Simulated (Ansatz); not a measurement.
Sn$_{4}$H

```yaml
crystal:
  lattice:
    - [4.28382, 0.00000, 0.00000]
    - [0.00000, 4.28382, 0.00000]
    - [0.00000, 0.00000, 7.45317]
  atoms:
    - { symbol: Sn, position: [0.00000, 0.00000, 0.24101] }
    - { symbol: Sn, position: [0.00000, 0.00000, 0.75899] }
    - { symbol: Sn, position: [0.50000, 0.50000, 0.19648] }
    - { symbol: Sn, position: [0.50000, 0.50000, 0.80352] }
    - { symbol: H, position: [0.00000, 0.00000, 0.50000] }
```

Space group P4/mmm; a generated structure, not necessarily the stable one; computed without spin polarisation.

Level of theory: DFT PBE, scalar-relativistic, plane waves, PAW in Ansatz 0.2.0.

What can the converged valence pseudo-density and electron localisation function tell about the bonding?

Answer. Sn–H (1.93 Å): ρ is about 0.64 e/Å³ halfway; the ELF climbs to about 1 towards the hydrogen.
Sn–Sn (2.93 Å): ρ is about 0.31 e/Å³ halfway; the ELF peaks at about 0.65 between the atoms.

Does the calculation give a band gap?

Answer. It is metallic or semimetallic at this level of theory: no gap opens.

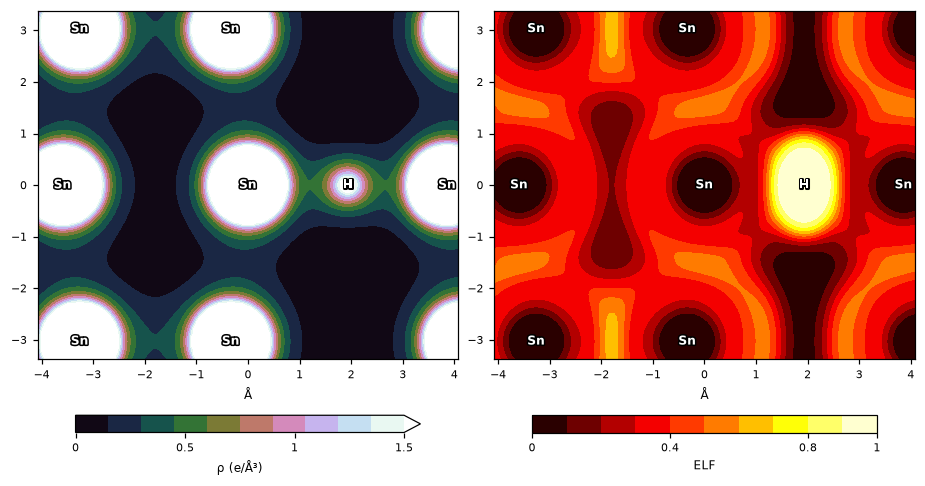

Computed valence pseudo-density and electron localisation function on the (110) plane of the conventional cell, in this order. 
